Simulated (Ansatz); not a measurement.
Si₇NO₁₆ (charge +1): geometry relaxation (part 3 of 3)

Continued. System: Si₇NO₁₆ (defect cell, 24 atoms in the cell, total charge +1). Method: DFT, PBE, plane-wave PAW, default files, scalar-relativistic, no spin polarisation (Ansatz 0.2.0); cutoff 420 eV, 4×4×4 k-mesh, Fermi–Dirac smearing of 0.01 eV. The structure derives from a Materials Project entry. It belongs to a series of runs on one base structure; here: N on a Si site, charge +1, ions relaxed.

Geometry of the input (Å; fractional positions):
```
0.0000  0.0000  7.3113
4.9546  -4.9546  0.0000
4.9546  4.9546  -7.3113
N  0.0000  0.0000  0.0000
Si 0.0000  -0.0000  0.5000
Si 0.5000  0.5000  -0.0000
Si 0.5000  0.5000  0.5000
Si 0.5000  0.7500  0.2500
Si 0.5000  0.7500  0.7500
Si 0.0000  0.2500  0.2500
Si 0.0000  0.2500  0.7500
O  0.2984  0.9234  0.1734
O  0.2984  0.9234  0.6734
O  0.7984  0.4234  0.1734
O  0.7984  0.4234  0.6734
O  0.7984  0.8266  0.4234
O  0.7984  0.8266  0.9234
O  0.2984  0.3266  0.4234
O  0.2984  0.3266  0.9234
O  0.4516  0.6734  0.0766
O  0.4516  0.6734  0.5766
O  0.9516  0.1734  0.0766
O  0.9516  0.1734  0.5766
O  0.4516  0.5766  0.3266
O  0.4516  0.5766  0.8266
O  0.9516  0.0766  0.3266
O  0.9516  0.0766  0.8266
```

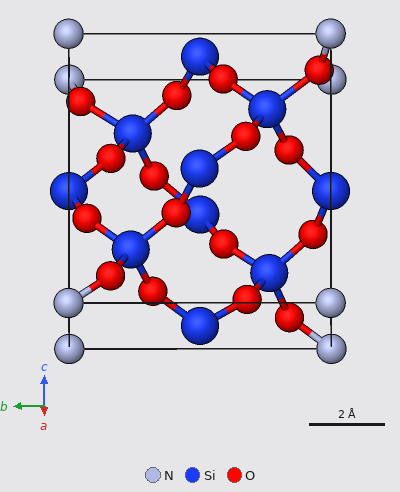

Fig. 1: The geometry at step 6 of the log (ball-and-stick view of the reduced cell, seen at an oblique angle).

### File rho_z.tsv, continued
```
0.421949	4.260141e-1
0.562598	4.224084e-1
0.703248	4.148891e-1
0.843898	4.058570e-1
0.984547	3.984522e-1
1.125197	3.947902e-1
1.265846	3.946655e-1
1.406496	3.951746e-1
1.547145	3.912639e-1
1.687795	3.775376e-1
1.828445	3.514283e-1
1.969094	3.155708e-1
2.109744	2.771675e-1
2.250393	2.455579e-1
2.391043	2.296018e-1
2.531693	2.344157e-1
2.672342	2.587669e-1
2.812992	2.958579e-1
2.953641	3.366164e-1
3.094291	3.728577e-1
3.234940	3.998314e-1
3.375590	4.172526e-1
3.516240	4.273004e-1
3.656889	4.316267e-1
3.797539	4.306531e-1
3.938188	4.243570e-1
4.078838	4.120485e-1
4.219488	3.917262e-1
4.360137	3.612651e-1
4.500787	3.212983e-1
4.641436	2.769733e-1
4.782086	2.366080e-1
4.922735	2.085233e-1
5.063385	1.984871e-1
5.204035	2.085233e-1
5.344684	2.366080e-1
5.485334	2.769733e-1
5.625983	3.212983e-1
5.766633	3.612651e-1
5.907283	3.917262e-1
6.047932	4.120485e-1
6.188582	4.243570e-1
6.329231	4.306531e-1
6.469881	4.316267e-1
6.610530	4.273004e-1
6.751180	4.172526e-1
6.891830	3.998314e-1
7.032479	3.728577e-1
7.173129	3.366164e-1
7.313778	2.958579e-1
7.454428	2.587669e-1
7.595078	2.344157e-1
7.735727	2.296018e-1
7.876377	2.455579e-1
8.017026	2.771675e-1
8.157676	3.155708e-1
8.298326	3.514283e-1
8.438975	3.775376e-1
8.579625	3.912639e-1
8.720274	3.951746e-1
8.860924	3.946655e-1
9.001573	3.947902e-1
9.142223	3.984522e-1
9.282873	4.058570e-1
9.423522	4.148891e-1
9.564172	4.224084e-1
9.704821	4.260141e-1
9.845471	4.255217e-1
9.986121	4.231567e-1
```

### File v_z.tsv
```
# z_ang	v_es[eV]	v_tot[eV]
# format = ansatz-planar-average/11
# xc	pbe
# density_cutoff_ev	1680
# datasets	N=:simpson_from_first_knot:soft	Si=:simpson_from_first_knot:soft	O=:simpson_from_first_knot:soft
# lattice	0.000000000	0.000000000	7.311342484
# lattice	4.954580925	-4.954580925	0.000000000
# lattice	4.954580925	4.954580925	-7.311342484
# sites	24
# site	7	0.000000000	-0.000000000	-0.000000000
# site	14	2.477290463	2.477290463	-3.678177675
# site	14	2.477290463	-2.477290463	3.678177675
# site	14	4.954580925	-0.000000000	-0.000000000
# site	14	4.914676800	-2.577471201	1.752291702
# site	14	7.532052127	-0.039904125	-1.752291702
# site	14	2.377109724	0.039904125	-1.752291702
# site	14	4.994485051	2.577471201	-5.559050783
# site	8	5.523087580	-3.940128508	0.791569118
# site	8	7.957715099	-1.263803266	-2.713814525
# site	8	2.821928752	-1.239427751	4.679338607
# site	8	5.422329225	1.326123188	0.829582581
# site	8	6.194008676	-2.132652174	2.632003877
# site	8	8.894709434	0.568506654	-0.791569118
# site	8	3.628457737	0.467748299	-0.829582581
# site	8	6.218384191	3.003134174	-4.597527960
# site	8	3.690777659	-3.003134174	2.713814525
# site	8	6.280704114	-0.467748299	-0.829582581
# site	8	1.014452417	-0.568506654	6.519773366
# site	8	3.715153175	2.132652174	2.632003877
# site	8	4.486832626	-1.326123188	0.829582581
# site	8	7.087233099	1.239427751	-2.632003877
# site	8	1.951446752	1.263803266	4.597527960
# site	8	4.386074271	3.940128508	0.791569118
0.000000	1.441814e-1	-8.387246e0
0.140650	2.497633e-1	-8.263158e0
0.281299	5.295482e-1	-7.940298e0
0.421949	9.210077e-1	-7.494736e0
0.562598	1.356239e0	-6.995286e0
0.703248	1.685874e0	-6.600764e0
0.843898	1.903499e0	-6.330160e0
0.984547	2.070420e0	-6.119886e0
1.125197	2.164647e0	-5.980880e0
1.265846	2.151851e0	-5.934239e0
1.406496	2.024670e0	-5.986104e0
1.547145	1.792395e0	-6.155015e0
1.687795	1.499774e0	-6.422820e0
1.828445	1.221266e0	-6.705359e0
1.969094	1.029838e0	-6.907467e0
2.109744	9.839418e-1	-6.961135e0
2.250393	1.015881e0	-6.929628e0
2.391043	1.043014e0	-6.898915e0
2.531693	1.082746e0	-6.860566e0
2.672342	1.117986e0	-6.828764e0
2.812992	1.150741e0	-6.795461e0
2.953641	1.290599e0	-6.655304e0
3.094291	1.546913e0	-6.404147e0
3.234940	1.783258e0	-6.186921e0
3.375590	1.945244e0	-6.067106e0
3.516240	2.074846e0	-5.985756e0
3.656889	2.169795e0	-5.912049e0
3.797539	2.209162e0	-5.853575e0
3.938188	2.198620e0	-5.805910e0
4.078838	2.144265e0	-5.771667e0
4.219488	2.020621e0	-5.808481e0
4.360137	1.795593e0	-5.979635e0
4.500787	1.564971e0	-6.182086e0
4.641436	1.441392e0	-6.279741e0
4.782086	1.444767e0	-6.248088e0
4.922735	1.545334e0	-6.125514e0
5.063385	1.601643e0	-6.060934e0
5.204035	1.545334e0	-6.125514e0
5.344684	1.444767e0	-6.248088e0
5.485334	1.441392e0	-6.279741e0
5.625983	1.564971e0	-6.182086e0
5.766633	1.795593e0	-5.979635e0
5.907283	2.020621e0	-5.808481e0
6.047932	2.144265e0	-5.771667e0
6.188582	2.198620e0	-5.805910e0
6.329231	2.209162e0	-5.853575e0
6.469881	2.169795e0	-5.912049e0
6.610530	2.074846e0	-5.985756e0
6.751180	1.945244e0	-6.067106e0
6.891830	1.783258e0	-6.186921e0
7.032479	1.546913e0	-6.404147e0
7.173129	1.290599e0	-6.655304e0
7.313778	1.150741e0	-6.795461e0
7.454428	1.117986e0	-6.828764e0
7.595078	1.082746e0	-6.860566e0
7.735727	1.043014e0	-6.898915e0
7.876377	1.015881e0	-6.929628e0
8.017026	9.839418e-1	-6.961135e0
8.157676	1.029838e0	-6.907467e0
8.298326	1.221266e0	-6.705359e0
8.438975	1.499774e0	-6.422820e0
8.579625	1.792395e0	-6.155015e0
8.720274	2.024670e0	-5.986104e0
8.860924	2.151851e0	-5.934239e0
9.001573	2.164647e0	-5.980880e0
9.142223	2.070420e0	-6.119886e0
9.282873	1.903499e0	-6.330160e0
9.423522	1.685874e0	-6.600764e0
9.564172	1.356239e0	-6.995286e0
9.704821	9.210077e-1	-7.494736e0
9.845471	5.295482e-1	-7.940298e0
9.986121	2.497633e-1	-8.263158e0
```

### Trajectory as extended XYZ (Å, eV, eV/Å), 4 of the 8 frames kept, from step=1 to step=8
```
24
Lattice="0.0000 0.0000 7.3113 4.9546 -4.9546 0.0000 4.9546 4.9546 -7.3113" Properties=species:S:1:pos:R:3:forces:R:3 step=1 energy=-13927.65736
N     0.0000    0.0000    0.0000    0.0000   0.0000   0.0000
Si    2.4773    2.4773   -3.6557    0.0000   0.0000   0.7300
Si    2.4773   -2.4773    3.6557    0.0000   0.0000  -0.7300
Si    4.9546    0.0000    0.0000    0.0000   0.0000   0.0000
Si    4.9546   -2.4773    1.8278   -1.9836   1.7306   1.0406
Si    7.4319    0.0000   -1.8278   -1.7306  -1.9836  -1.0406
Si    2.4773    0.0000   -1.8278    1.7306   1.9836  -1.0406
Si    4.9546    2.4773   -5.4835    1.9836  -1.7306   1.0406
O     5.4341   -3.7159    0.9139    1.1145  -4.5454  -3.3329
O     7.9114   -1.2386   -2.7418    0.2575   0.1434  -0.0073
O     2.9568   -1.2386    4.5696   -0.1089   0.1349   0.6685
O     5.4341    1.2386    0.9139    0.1290   0.3502   0.0854
O     6.1932   -1.9978    2.7418   -0.1349  -0.1089  -0.6685
O     8.6705    0.4795   -0.9139    4.5454   1.1145   3.3329
O     3.7159    0.4795   -0.9139   -0.3502   0.1290  -0.0854
O     6.1932    2.9568   -4.5696   -0.1434   0.2575   0.0073
O     3.7159   -2.9568    2.7418    0.1434  -0.2575   0.0073
O     6.1932   -0.4795   -0.9139    0.3502  -0.1290  -0.0854
O     1.2386   -0.4795    6.3974   -4.5454  -1.1145   3.3329
O     3.7159    1.9978    2.7418    0.1349   0.1089  -0.6685
O     4.4750   -1.2386    0.9139   -0.1290  -0.3502   0.0854
O     6.9523    1.2386   -2.7418    0.1089  -0.1349   0.6685
O     1.9978    1.2386    4.5696   -0.2575  -0.1434  -0.0073
O     4.4750    3.7159    0.9139   -1.1145   4.5454  -3.3329
24
Lattice="0.0000 0.0000 7.3113 4.9546 -4.9546 0.0000 4.9546 4.9546 -7.3113" Properties=species:S:1:pos:R:3:forces:R:3 step=3 energy=-13930.62515
N     0.0000    0.0000    0.0000    0.0000   0.0000   0.0000
Si    2.4773    2.4773   -3.6824    0.0000   0.0000  -0.0949
Si    2.4773   -2.4773    3.6824    0.0000   0.0000   0.0949
Si    4.9546    0.0000    0.0000    0.0000   0.0000   0.0000
Si    4.9109   -2.5722    1.7589    0.1821   0.2526   0.0312
Si    7.5268   -0.0437   -1.7589   -0.2526   0.1821  -0.0312
Si    2.3824    0.0437   -1.7589    0.2526  -0.1821  -0.0312
Si    4.9983    2.5722   -5.5524   -0.1821  -0.2526   0.0312
O     5.4462   -3.9487    0.7626    0.9045   1.6568   1.2711
O     7.9463   -1.2519   -2.7318    0.1979  -0.1619  -0.0320
O     2.8710   -1.2270    4.6558   -0.4211   0.0315   0.3383
O     5.4386    1.2929    0.8723   -0.0461   0.2154  -0.2119
O     6.1816   -2.0836    2.6556   -0.0315  -0.4211  -0.3383
O     8.9032    0.4916   -0.7626   -1.6568   0.9045  -1.2711
O     3.6617    0.4841   -0.8723   -0.2154  -0.0461   0.2119
O     6.2065    2.9918   -4.5795    0.1619   0.1979   0.0320
O     3.7027   -2.9918    2.7318   -0.1619  -0.1979   0.0320
O     6.2474   -0.4841   -0.8723    0.2154   0.0461   0.2119
O     1.0059   -0.4916    6.5487    1.6568  -0.9045  -1.2711
O     3.7276    2.0836    2.6556    0.0315   0.4211  -0.3383
O     4.4705   -1.2929    0.8723    0.0461  -0.2154  -0.2119
O     7.0382    1.2270   -2.6556    0.4211  -0.0315   0.3383
O     1.9628    1.2519    4.5795   -0.1979   0.1619  -0.0320
O     4.4630    3.9487    0.7626   -0.9045  -1.6568   1.2711
24
Lattice="0.0000 0.0000 7.3113 4.9546 -4.9546 0.0000 4.9546 4.9546 -7.3113" Properties=species:S:1:pos:R:3:forces:R:3 step=6 energy=-13930.95150
N     0.0000    0.0000    0.0000    0.0000   0.0000   0.0000
Si    2.4773    2.4773   -3.6628    0.0000   0.0000  -0.0453
Si    2.4773   -2.4773    3.6628    0.0000   0.0000   0.0453
Si    4.9546    0.0000    0.0000    0.0000   0.0000   0.0000
Si    4.9243   -2.5804    1.7559    0.0148   0.0011  -0.0365
Si    7.5349   -0.0302   -1.7559   -0.0011   0.0148   0.0365
Si    2.3742    0.0302   -1.7559    0.0011  -0.0148   0.0365
Si    4.9848    2.5804   -5.5554   -0.0148  -0.0011  -0.0365
O     5.5293   -3.9433    0.7927    0.0056  -0.0066  -0.0108
O     7.9617   -1.2635   -2.7032    0.0049  -0.0075  -0.0020
O     2.8227   -1.2396    4.6633   -0.0155   0.0297   0.0379
O     5.4041    1.3302    0.8302    0.0194  -0.0096  -0.0064
O     6.1942   -2.1319    2.6481   -0.0297  -0.0155  -0.0379
O     8.8979    0.5747   -0.7927    0.0066   0.0056   0.0108
O     3.6243    0.4495   -0.8302    0.0096   0.0194   0.0064
O     6.2181    3.0071   -4.6081    0.0075   0.0049   0.0020
O     3.6911   -3.0071    2.7032   -0.0075  -0.0049   0.0020
O     6.2848   -0.4495   -0.8302   -0.0096  -0.0194   0.0064
O     1.0112   -0.5747    6.5186   -0.0066  -0.0056   0.0108
O     3.7150    2.1319    2.6481    0.0297   0.0155  -0.0379
O     4.5051   -1.3302    0.8302   -0.0194   0.0096  -0.0064
O     7.0864    1.2396   -2.6481    0.0155  -0.0297   0.0379
O     1.9474    1.2635    4.6081   -0.0049   0.0075  -0.0020
O     4.3798    3.9433    0.7927   -0.0056   0.0066  -0.0108
24
Lattice="0.0000 0.0000 7.3113 4.9546 -4.9546 0.0000 4.9546 4.9546 -7.3113" Properties=species:S:1:pos:R:3:forces:R:3 step=8 energy=-13930.95417
N     0.0000    0.0000    0.0000    0.0000   0.0000   0.0000
Si    2.4773    2.4773   -3.6782    0.0000   0.0000  -0.0023
Si    2.4773   -2.4773    3.6782    0.0000   0.0000   0.0023
Si    4.9546    0.0000    0.0000    0.0000   0.0000   0.0000
Si    4.9147   -2.5775    1.7523    0.0028  -0.0043   0.0014
Si    7.5321   -0.0399   -1.7523    0.0043   0.0028  -0.0014
Si    2.3771    0.0399   -1.7523   -0.0043  -0.0028  -0.0014
Si    4.9945    2.5775   -5.5591   -0.0028   0.0043   0.0014
O     5.5231   -3.9401    0.7916   -0.0003   0.0021  -0.0003
O     7.9577   -1.2638   -2.7138    0.0000   0.0011   0.0005
O     2.8219   -1.2394    4.6793   -0.0007   0.0030   0.0024
O     5.4223    1.3261    0.8296   -0.0017  -0.0030  -0.0019
O     6.1940   -2.1327    2.6320   -0.0030  -0.0007  -0.0024
O     8.8947    0.5685   -0.7916   -0.0021  -0.0003   0.0003
O     3.6285    0.4677   -0.8296    0.0030  -0.0017   0.0019
O     6.2184    3.0031   -4.5975   -0.0011   0.0000  -0.0005
O     3.6908   -3.0031    2.7138    0.0011   0.0000  -0.0005
O     6.2807   -0.4677   -0.8296   -0.0030   0.0017   0.0019
O     1.0145   -0.5685    6.5198    0.0021   0.0003   0.0003
O     3.7152    2.1327    2.6320    0.0030   0.0007  -0.0024
O     4.4868   -1.3261    0.8296    0.0017   0.0030  -0.0019
O     7.0872    1.2394   -2.6320    0.0007  -0.0030   0.0024
O     1.9514    1.2638    4.5975    0.0000  -0.0011   0.0005
O     4.3861    3.9401    0.7916    0.0003  -0.0021  -0.0003
```

### Results in brief

| quantity | value |
| --- | --- |
| outcome | converged |
| electrons treated | 128 |
| free energy | −13930.9542 eV |
| Fermi energy | 3.004 eV |
| gap on the k-point mesh | 4.83 eV |
| pressure | −2.81 GPa |
| final volume | 358.96 Å³ |
| field gradient V_zz (10²¹ V/m²) | N −0.36, Si 2.09, Si 2.09, Si 1.92, Si 3.72, Si 3.72, Si 3.72, Si 3.72 (the first 8 of 24 sites) |
| largest force (length of the vector) at the end | 0.005 eV/Å |
| hardware | 1 thread of Arm Neoverse V1, 24 GiB of memory available, shared host |
| wall time | 8.4 min |
| peak memory | 0.85 GiB |

Warnings of the run: the SCF threshold is looser than advised for the printed stress.
